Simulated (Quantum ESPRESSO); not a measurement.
Al: single-point calculation

- system: Al (Fm-3m, 1 atom in the cell)
- method: Kohn-Sham DFT of a periodic cell, PBE, SSSP 1.3 efficiency PBE, no spin polarisation (Quantum ESPRESSO 7.5)

The structure derives from an entry of the Crystallography Open Database. The volume is scaled by 0.94.

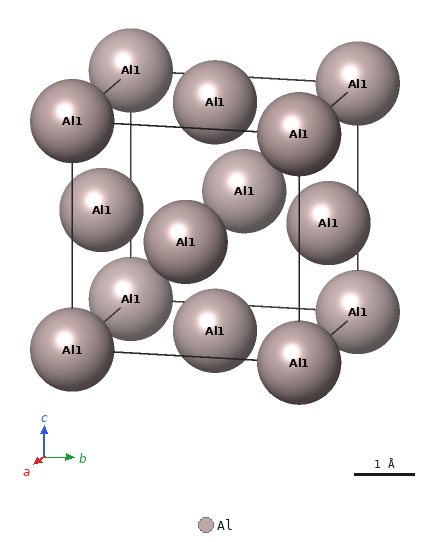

Fig. 1: The structure (spheres-only view of the cell 4 times as large as that of the calculation, set on its symmetry axes, seen slightly off an axis; atoms are numbered from 1 in the order of the input).

### Input file
```
&CONTROL
  calculation = 'scf'
  prefix = 'pwscf'
  outdir = './tmp'
  pseudo_dir = './pseudo'
  tprnfor = .true.
  tstress = .true.
  disk_io = 'nowf'
/
&SYSTEM
  ibrav = 0
  nat = 1
  ntyp = 1
  ecutwfc = 55
  ecutrho = 440
  nbnd = 6
  occupations = 'smearing'
  smearing = 'fd'
  degauss = 0.00367493
/
&ELECTRONS
  conv_thr = 2d-10
  electron_maxstep = 120
  mixing_beta = 0.5
/
ATOMIC_SPECIES
Al    26.9815 Al.pbe-n-kjpaw_psl.1.0.0.UPF
CELL_PARAMETERS angstrom
   0.0000000000    1.9834708509    1.9834708509
   1.9834708509    0.0000000000    1.9834708509
   1.9834708509    1.9834708509    0.0000000000
ATOMIC_POSITIONS crystal
Al     0.0000000000    0.0000000000    0.0000000000
K_POINTS automatic
11 11 11 0 0 0
```

Run as:
```bash
OMP_NUM_THREADS=1 pw.x -in pw.in > pw.out
```

### Log
```
This program is part of the open-source Quantum ESPRESSO suite
     for quantum simulation of materials; please cite
         "P. Giannozzi et al., J. Phys.:Condens. Matter 21 395502 (2009);
         "P. Giannozzi et al., J. Phys.:Condens. Matter 29 465901 (2017);
         "P. Giannozzi et al., J. Chem. Phys. 152 154105 (2020);
          URL
     in publications or presentations arising from this work. More details at

     file Al.pbe-n-kjpaw_psl.1.0.0.UPF: wavefunction(s)  3S 3P renormalized
     Message from routine setup:
     using ibrav=0 with symmetry is DISCOURAGED, use correct ibrav instead

     Subspace diagonalization in iterative solution of the eigenvalue problem:
     a serial algorithm will be used

     G-vector sticks info
     --------------------
     sticks:   dense  smooth     PW     G-vecs:    dense   smooth      PW
     Sum         847     433    139                16361     5817    1067

     Using Slab Decomposition

     bravais-lattice index     =            0
     lattice parameter (alat)  =       5.3008  a.u.
     unit-cell volume          =     105.3184 (a.u.)^3
     number of atoms/cell      =            1
     number of atomic types    =            1
     number of electrons       =         3.00
     number of Kohn-Sham states=            6
     kinetic-energy cutoff     =      55.0000  Ry
     charge density cutoff     =     440.0000  Ry
     scf convergence threshold =      2.0E-10
     mixing beta               =       0.5000
     number of iterations used =            8  plain     mixing
     Exchange-correlation= SLA  PW   PBX  PBC
                           (   1   4   3   4   0   0   0)

     celldm(1)=   5.300779  celldm(2)=   0.000000  celldm(3)=   0.000000
     celldm(4)=   0.000000  celldm(5)=   0.000000  celldm(6)=   0.000000

     crystal axes: (cart. coord. in units of alat)
               a(1) = (   0.000000   0.707107   0.707107 )
               a(2) = (   0.707107   0.000000   0.707107 )
               a(3) = (   0.707107   0.707107   0.000000 )

     reciprocal axes: (cart. coord. in units 2 pi/alat)
               b(1) = ( -0.707107  0.707107  0.707107 )
               b(2) = (  0.707107 -0.707107  0.707107 )
               b(3) = (  0.707107  0.707107 -0.707107 )

     PseudoPot. # 1 for Al read from file:
     Al.pbe-n-kjpaw_psl.1.0.0.UPF
     Pseudo is Projector augmented-wave + core cor, Zval =  3.0
     Generated using "atomic" code by A. Dal Corso  v.5.1
     Shape of augmentation charge: PSQ
     Using radial grid of 1135 points,  6 beta functions with:
                l(1) =   0
                l(2) =   0
                l(3) =   1
                l(4) =   1
                l(5) =   2
                l(6) =   2
     Q(r) pseudized with 0 coefficients

     atomic species   valence    mass     pseudopotential
     Al                3.00    26.98150     Al( 1.00)

     48 Sym. Ops., with inversion, found

   Cartesian axes

     site n.     atom                  positions (alat units)
         1        Al     tau(   1) = (   0.0000000   0.0000000   0.0000000  )

     number of k points=    56  Fermi-Dirac smearing, width (Ry)=  0.0037
                       cart. coord. in units 2pi/alat
        k(    1) = (   0.0000000   0.0000000   0.0000000), wk =   0.0015026
        k(    2) = (   0.0642824   0.0642824  -0.0642824), wk =   0.0120210
        k(    3) = (   0.1285649   0.1285649  -0.1285649), wk =   0.0120210
        k(    4) = (   0.1928473   0.1928473  -0.1928473), wk =   0.0120210
        k(    5) = (   0.2571297   0.2571297  -0.2571297), wk =   0.0120210
        k(    6) = (   0.3214122   0.3214122  -0.3214122), wk =   0.0120210
        k(    7) = (   0.1285649   0.0000000   0.0000000), wk =   0.0090158
        k(    8) = (   0.1928473   0.0642824  -0.0642824), wk =   0.0360631
        k(    9) = (   0.2571297   0.1285649  -0.1285649), wk =   0.0360631
        k(   10) = (   0.3214122   0.1928473  -0.1928473), wk =   0.0360631
        k(   11) = (   0.3856946   0.2571297  -0.2571297), wk =   0.0360631
        k(   12) = (  -0.2571297  -0.3856946   0.3856946), wk =   0.0360631
        k(   13) = (  -0.1928473  -0.3214122   0.3214122), wk =   0.0360631
        k(   14) = (  -0.1285649  -0.2571297   0.2571297), wk =   0.0360631
        k(   15) = (  -0.0642824  -0.1928473   0.1928473), wk =   0.0360631
        k(   16) = (  -0.0000000  -0.1285649   0.1285649), wk =   0.0180316
        k(   17) = (   0.2571297   0.0000000   0.0000000), wk =   0.0090158
        k(   18) = (   0.3214122   0.0642824  -0.0642824), wk =   0.0360631
        k(   19) = (   0.3856946   0.1285649  -0.1285649), wk =   0.0360631
        k(   20) = (   0.4499770   0.1928473  -0.1928473), wk =   0.0360631
        k(   21) = (  -0.1928473  -0.4499770   0.4499770), wk =   0.0360631
        k(   22) = (  -0.1285649  -0.3856946   0.3856946), wk =   0.0360631
        k(   23) = (  -0.0642824  -0.3214122   0.3214122), wk =   0.0360631
        k(   24) = (   0.0000000  -0.2571297   0.2571297), wk =   0.0180316
        k(   25) = (   0.3856946   0.0000000   0.0000000), wk =   0.0090158
        k(   26) = (   0.4499770   0.0642824  -0.0642824), wk =   0.0360631
        k(   27) = (   0.5142595   0.1285649  -0.1285649), wk =   0.0360631
        k(   28) = (  -0.1285649  -0.5142595   0.5142595), wk =   0.0360631
        k(   29) = (  -0.0642824  -0.4499770   0.4499770), wk =   0.0360631
        k(   30) = (   0.0000000  -0.3856946   0.3856946), wk =   0.0180316
        k(   31) = (   0.5142595   0.0000000   0.0000000), wk =   0.0090158
        k(   32) = (   0.5785419   0.0642824  -0.0642824), wk =   0.0360631
        k(   33) = (  -0.0642824  -0.5785419   0.5785419), wk =   0.0360631
        k(   34) = (   0.0000000  -0.5142595   0.5142595), wk =   0.0180316
        k(   35) = (   0.6428243   0.0000000   0.0000000), wk =   0.0090158
        k(   36) = (  -0.0000000  -0.6428243   0.6428243), wk =   0.0180316
        k(   37) = (   0.2571297   0.1285649   0.0000000), wk =   0.0360631
        k(   38) = (   0.3214122   0.1928473  -0.0642824), wk =   0.0721262
        k(   39) = (   0.3856946   0.2571297  -0.1285649), wk =   0.0721262
        k(   40) = (  -0.2571297  -0.3856946   0.5142595), wk =   0.0721262
        k(   41) = (   0.3856946   0.1285649   0.0000000), wk =   0.0360631
        k(   42) = (   0.4499770   0.1928473  -0.0642824), wk =   0.0721262
        k(   43) = (  -0.1928473  -0.4499770   0.5785419), wk =   0.0721262
        k(   44) = (  -0.1285649  -0.3856946   0.5142595), wk =   0.0721262
        k(   45) = (  -0.0642824  -0.3214122   0.4499770), wk =   0.0721262
        k(   46) = (   0.0000000  -0.2571297   0.3856946), wk =   0.0360631
        k(   47) = (   0.5142595   0.1285649   0.0000000), wk =   0.0360631
        k(   48) = (  -0.1285649  -0.5142595   0.6428243), wk =   0.0721262
        k(   49) = (  -0.0642824  -0.4499770   0.5785419), wk =   0.0721262
        k(   50) = (   0.0000000  -0.3856946   0.5142595), wk =   0.0360631
        k(   51) = (  -0.0642824  -0.5785419   0.7071068), wk =   0.0360631
        k(   52) = (   0.0000000  -0.5142595   0.6428243), wk =   0.0360631
        k(   53) = (  -0.1928473  -0.4499770   0.7071068), wk =   0.0360631
        k(   54) = (  -0.1285649  -0.3856946   0.6428243), wk =   0.0721262
        k(   55) = (  -0.0642824  -0.4499770   0.7071068), wk =   0.0360631
        k(   56) = (   0.0000000  -0.3856946   0.6428243), wk =   0.0360631

     Dense  grid:    16361 G-vectors     FFT dimensions: (  36,  36,  36)

     Smooth grid:     5817 G-vectors     FFT dimensions: (  25,  25,  25)

     Initial potential from superposition of free atoms

     starting charge       2.9977, renormalised to       3.0000
     Starting wfcs are    4 randomized atomic wfcs +    2 random wfcs
     Checking if some PAW data can be deallocated...

     Self-consistent Calculation

     iteration #  1     ecut=    55.00 Ry     beta= 0.50
     Davidson diagonalization with overlap
     ethr =  1.00E-02,  avg # of iterations =  6.0

     Threshold (ethr) on eigenvalues was too large:
     Diagonalizing with lowered threshold

     Davidson diagonalization with overlap
     ethr =  1.80E-04,  avg # of iterations =  3.4

     total energy              =     -39.50278894 Ry
     estimated scf accuracy    <       0.00532586 Ry

     iteration #  2     ecut=    55.00 Ry     beta= 0.50
     Davidson diagonalization with overlap
     ethr =  1.78E-04,  avg # of iterations =  1.0

     total energy              =     -39.50251264 Ry
     estimated scf accuracy    <       0.00123463 Ry

     iteration #  3     ecut=    55.00 Ry     beta= 0.50
     Davidson diagonalization with overlap
     ethr =  4.12E-05,  avg # of iterations =  1.4

     total energy              =     -39.50252921 Ry
     estimated scf accuracy    <       0.00000143 Ry

     iteration #  4     ecut=    55.00 Ry     beta= 0.50
     Davidson diagonalization with overlap
     ethr =  4.76E-08,  avg # of iterations =  4.8

     total energy              =     -39.50253001 Ry
     estimated scf accuracy    <       0.00000001 Ry

     iteration #  5     ecut=    55.00 Ry     beta= 0.50
     Davidson diagonalization with overlap
     ethr =  4.78E-10,  avg # of iterations =  1.8

     End of self-consistent calculation

          k = 0.0000 0.0000 0.0000 (   725 PWs)   bands (ev):

    -3.0364  21.4165  21.4165  23.3483  23.3483  23.3483

          k = 0.0643 0.0643-0.0643 (   728 PWs)   bands (ev):

    -2.8033  18.5011  20.8523  20.8523  23.8943  24.2739

          k = 0.1286 0.1286-0.1286 (   718 PWs)   bands (ev):

    -2.1064  14.7361  20.1435  20.1435  23.6074  25.0427

          k = 0.1928 0.1928-0.1928 (   727 PWs)   bands (ev):

    -0.9529  11.1906  19.7378  19.7378  23.3637  23.3717

          k = 0.2571 0.2571-0.2571 (   742 PWs)   bands (ev):

     0.6454   7.9768  19.6946  19.6946  21.8970  21.8970

          k = 0.3214 0.3214-0.3214 (   724 PWs)   bands (ev):

     2.6683   5.1422  20.0154  20.0154  20.8050  20.8050

          k = 0.1286 0.0000 0.0000 (   729 PWs)   bands (ev):

    -2.7257  19.5910  19.5910  19.7429  22.6518  25.3922

          k = 0.1928 0.0643-0.0643 (   722 PWs)   bands (ev):

    -2.1836  16.0960  18.6529  19.9692  22.9972  23.2692

          k = 0.2571 0.1286-0.1286 (   725 PWs)   bands (ev):

    -1.1828  12.5046  18.0877  19.6394  21.0809  25.0625

          k = 0.3214 0.1928-0.1928 (   735 PWs)   bands (ev):

     0.2665   9.1915  17.9064  19.1858  19.7480  24.4457

          k = 0.3857 0.2571-0.2571 (   730 PWs)   bands (ev):

     2.1483   6.2340  18.0340  18.1138  19.8654  23.2311

          k =-0.2571-0.3857 0.3857 (   727 PWs)   bands (ev):

     3.6084   4.5038  17.1651  18.7135  20.4983  22.3792

          k =-0.1928-0.3214 0.3214 (   736 PWs)   bands (ev):

     1.4745   7.1753  16.6933  19.7081  21.5368  21.9016

          k =-0.1286-0.2571 0.2571 (   731 PWs)   bands (ev):

    -0.2656  10.2514  16.6314  21.0933  21.7904  22.9481

          k =-0.0643-0.1928 0.1928 (   728 PWs)   bands (ev):

    -1.5669  13.6421  16.9991  21.9872  22.8339  24.6051

          k =-0.0000-0.1286 0.1286 (   719 PWs)   bands (ev):

    -2.4157  16.9367  18.0937  22.0233  23.7093  24.6345

          k = 0.2571 0.0000 0.0000 (   717 PWs)   bands (ev):

    -1.7978  17.4784  17.5502  17.5502  20.5204  21.2517

          k = 0.3214 0.0643-0.0643 (   721 PWs)   bands (ev):

    -0.9530  14.1359  16.8395  17.9957  18.5130  21.6922

          k = 0.3857 0.1286-0.1286 (   726 PWs)   bands (ev):

     0.3419  10.7930  16.4359  16.5208  18.2310  23.8243

          k = 0.4500 0.1928-0.1928 (   722 PWs)   bands (ev):

     2.0725   7.7442  15.0054  16.5942  18.3846  26.0493

          k =-0.1928-0.4500 0.4500 (   724 PWs)   bands (ev):

     4.1880   5.0939  13.9739  17.0613  18.9293  25.0947

          k =-0.1286-0.3857 0.3857 (   727 PWs)   bands (ev):

     2.7441   6.7921  13.3700  17.9241  19.8845  24.4956

          k =-0.0643-0.3214 0.3214 (   736 PWs)   bands (ev):

     0.8718   9.6658  13.2439  19.1826  21.2304  24.2302

          k = 0.0000-0.2571 0.2571 (   732 PWs)   bands (ev):

    -0.5707  12.4019  14.0347  20.8281  22.9072  23.8333

          k = 0.3857 0.0000 0.0000 (   721 PWs)   bands (ev):

    -0.2660  15.6762  15.8872  15.9901  15.9901  19.8071

          k = 0.4500 0.0643-0.0643 (   724 PWs)   bands (ev):

     0.8703  12.6924  13.8907  15.5360  16.7800  20.4685

          k = 0.5143 0.1286-0.1286 (   724 PWs)   bands (ev):

     2.4421   9.6288  12.2820  15.4754  17.0637  22.8708

          k =-0.1286-0.5143 0.5143 (   721 PWs)   bands (ev):

     4.4189   6.8710  11.0966  15.8084  17.5338  25.8725

          k =-0.0643-0.4500 0.4500 (   720 PWs)   bands (ev):

     4.4359   6.7929  10.3969  16.5363  18.3869  27.4647

          k = 0.0000-0.3857 0.3857 (   724 PWs)   bands (ev):

     2.4470   8.9801  10.6658  17.6612  19.6364  26.8040

          k = 0.5143 0.0000 0.0000 (   717 PWs)   bands (ev):

     1.8444  11.6619  14.4545  14.9482  14.9482  18.7363

          k = 0.5785 0.0643-0.0643 (   726 PWs)   bands (ev):

     3.2470   9.8720  11.8944  14.7543  15.8998  19.6795

          k =-0.0643-0.5785 0.5785 (   721 PWs)   bands (ev):

     5.0249   8.4515   9.2437  14.9536  16.4691  22.3701

          k = 0.0000-0.5143 0.5143 (   724 PWs)   bands (ev):

     6.5011   6.7069   8.3590  15.5468  17.2417  25.6564

          k = 0.6428 0.0000 0.0000 (   732 PWs)   bands (ev):

     4.4453   7.9977  13.8399  14.4278  14.4278  18.1706

          k =-0.0000-0.6428 0.6428 (   724 PWs)   bands (ev):

     5.5745   7.0232  11.5983  14.4941  15.6051  19.4087

          k = 0.2571 0.1286 0.0000 (   717 PWs)   bands (ev):

    -1.4900  14.6815  16.0808  20.8327  20.8357  22.9588

          k = 0.3214 0.1928-0.0643 (   725 PWs)   bands (ev):

    -0.3419  11.6602  15.1363  18.8922  21.1500  24.4600

          k = 0.3857 0.2571-0.1286 (   723 PWs)   bands (ev):

     1.2485   8.5259  15.0003  17.3357  21.2530  23.5817

          k =-0.2571-0.3857 0.5143 (   727 PWs)   bands (ev):

     3.2595   5.7219  15.2719  16.2276  21.6456  22.4536

          k = 0.3857 0.1286 0.0000 (   727 PWs)   bands (ev):

     0.0382  12.9731  14.4242  16.2873  19.2478  21.6578

          k = 0.4500 0.1928-0.0643 (   727 PWs)   bands (ev):

     1.4729  10.2255  13.6333  14.6482  19.8755  23.4810

          k =-0.1928-0.4500 0.5785 (   729 PWs)   bands (ev):

     3.3322   7.3657  13.0192  14.0838  20.2729  25.2845

          k =-0.1286-0.3857 0.5143 (   721 PWs)   bands (ev):

     4.7709   5.6609  12.2084  14.6109  20.9605  24.4992

          k =-0.0643-0.3214 0.4500 (   716 PWs)   bands (ev):

     2.6694   8.2279  11.8167  15.6298  22.0072  23.9228

          k = 0.0000-0.2571 0.3857 (   726 PWs)   bands (ev):

     0.9470  10.6901  12.3602  17.0691  23.1457  23.3625

          k = 0.5143 0.1286 0.0000 (   723 PWs)   bands (ev):

     2.1436  11.8295  11.8730  13.5281  18.1433  20.6705

          k =-0.1286-0.5143 0.6428 (   728 PWs)   bands (ev):

     3.8367   9.3206  10.5102  13.0305  19.0578  22.7704

          k =-0.0643-0.4500 0.5785 (   722 PWs)   bands (ev):

     5.8671   6.7892   9.5204  13.4308  19.7404  25.8009

          k = 0.0000-0.3857 0.5143 (   724 PWs)   bands (ev):

     4.5091   7.8422   9.4882  14.3165  20.7063  26.5518

          k =-0.0643-0.5785 0.7071 (   722 PWs)   bands (ev):

     4.7359   8.2795  11.2568  12.9126  17.5856  20.1492

          k = 0.0000-0.5143 0.6428 (   729 PWs)   bands (ev):

     6.1403   7.5722   9.1585  12.7268  18.7807  22.5232

          k =-0.1928-0.4500 0.7071 (   727 PWs)   bands (ev):

     3.0369   9.5493  11.1271  13.0181  22.1150  23.9302

          k =-0.1286-0.3857 0.6428 (   725 PWs)   bands (ev):

     5.0034   7.3627  10.7810  11.9351  23.1588  24.0735

          k =-0.0643-0.4500 0.7071 (   724 PWs)   bands (ev):

     5.6031   8.9792   9.0426  10.9028  21.5726  23.5583

          k = 0.0000-0.3857 0.6428 (   725 PWs)   bands (ev):

     7.0150   7.2741   8.8079  10.8816  22.9251  25.9668

     the Fermi energy is     8.4922 ev

!    total energy              =     -39.50253001 Ry
     total all-electron energy =      -485.645312 Ry
     estimated scf accuracy    <          9.4E-11 Ry
     smearing contrib. (-TS)   =      -0.00028727 Ry
     internal energy E=F+TS    =     -39.50224275 Ry

     The total energy is F=E-TS. E is the sum of the following terms:
     one-electron contribution =       3.30181075 Ry
     hartree contribution      =       0.00621266 Ry
     xc contribution           =      -2.62118798 Ry
     ewald contribution        =      -5.50445214 Ry
     one-center paw contrib.   =     -34.68462605 Ry

     convergence has been achieved in   5 iterations

     Forces acting on atoms (cartesian axes, Ry/au):

     atom    1 type  1   force =     0.00000000    0.00000000    0.00000000

     Total force =     0.000000     Total SCF correction =     0.000000

     Computing stress (Cartesian axis) and pressure

          total   stress  (Ry/bohr**3)                   (kbar)     P=       50.02
   0.00034006   0.00000000   0.00000000           50.02        0.00        0.00
   0.00000000   0.00034006   0.00000000            0.00       50.02        0.00
   0.00000000   0.00000000   0.00034006            0.00        0.00       50.02

=------------------------------------------------------------------------------=
   JOB DONE.
=------------------------------------------------------------------------------=
```

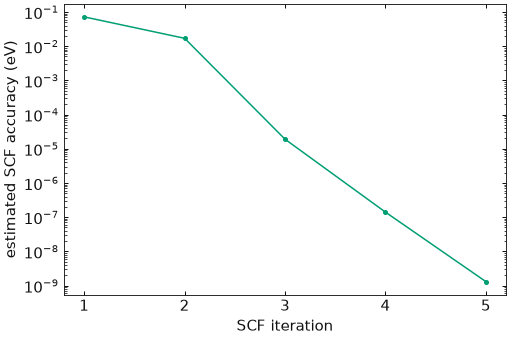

Fig. 2: Convergence of the self-consistent field: estimated SCF accuracy against the iteration. The field takes 5 iterations in all.

### Key numbers

```json
{"quantity": "outcome", "value": "converged"}
{"quantity": "space group (tolerance 0.01 Å)", "value": "Fm-3m (225)"}
{"quantity": "electrons treated", "value": "3"}
{"quantity": "free energy", "value": "−537.4593 eV"}
{"quantity": "Fermi energy", "value": "8.492 eV"}
{"quantity": "gap on the k-point mesh", "value": "none (metallic)"}
{"quantity": "pressure", "value": "5.00 GPa"}
{"quantity": "largest force (length of the vector)", "value": "under 0.001 eV/Å"}
{"quantity": "hardware", "value": "1 thread of Intel Xeon (Granite Rapids), 64 GiB of memory available, shared host"}
{"quantity": "wall time", "value": "4.1 s"}
{"quantity": "peak memory", "value": "0.11 GiB"}
```

### Notes

The cell is under a pressure of 5.0 GPa at this level, so it is not at its equilibrium volume.
